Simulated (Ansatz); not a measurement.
Read the following structure.

```yaml
crystal:
  lattice:
    - [3.51330, 0.00000, 0.00000]
    - [0.00000, 3.51330, 0.00000]
    - [0.00000, 0.00000, 5.02295]
  atoms:
    - { symbol: Hf, position: [0.50000, 0.50000, 0.50000] }
    - { symbol: Hf, position: [0.00000, 0.00000, 0.00000] }
    - { symbol: O, position: [0.00000, 0.50000, 0.71504] }
    - { symbol: O, position: [0.50000, 0.00000, 0.78496] }
    - { symbol: O, position: [0.50000, 0.00000, 0.28496] }
    - { symbol: O, position: [0.00000, 0.50000, 0.21504] }
```

Q: What would you see if this were drawn?

A: The structure is one of HfO₂. The symmetry is that of P4_2/nmc (No. 137), on a primitive tetragonal lattice. The cell has 6 atoms, namely 2 Hf, 4 O. Hf is surrounded by eight O in a distorted cubic arrangement at 2.06 to 2.27 Å. O is linked to four Hf in a distorted tetrahedral arrangement at 2.06 to 2.27 Å. Not all metal-metal contacts are counted. The bonds build a three-dimensional framework.

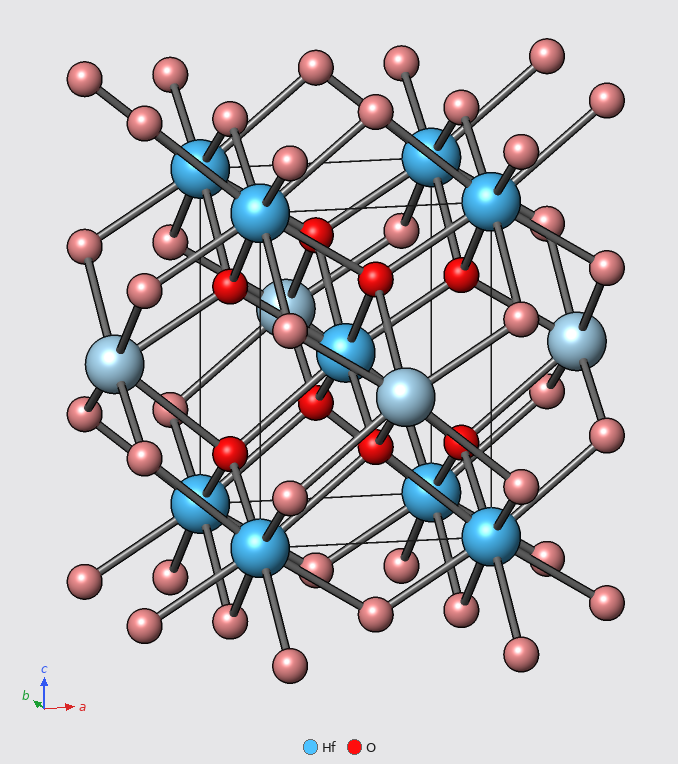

We look at a ball-and-stick model of the crystal slightly off an axis. The edges of the conventional unit cell are marked. Periodic images bonded to atoms of the box are shown as well, in fainter colours.

The structure was taken from a structure listed in the Materials Project. It was relaxed with Ansatz, DFT PBE, scalar-relativistic, plane waves, PAW under a constraint or pressure on the cell, so some stress remains.

At this level of theory the cell isn't at rest (compressed, at 22 GPa), so its distances can differ from those at equilibrium, the more so the softer the solid.
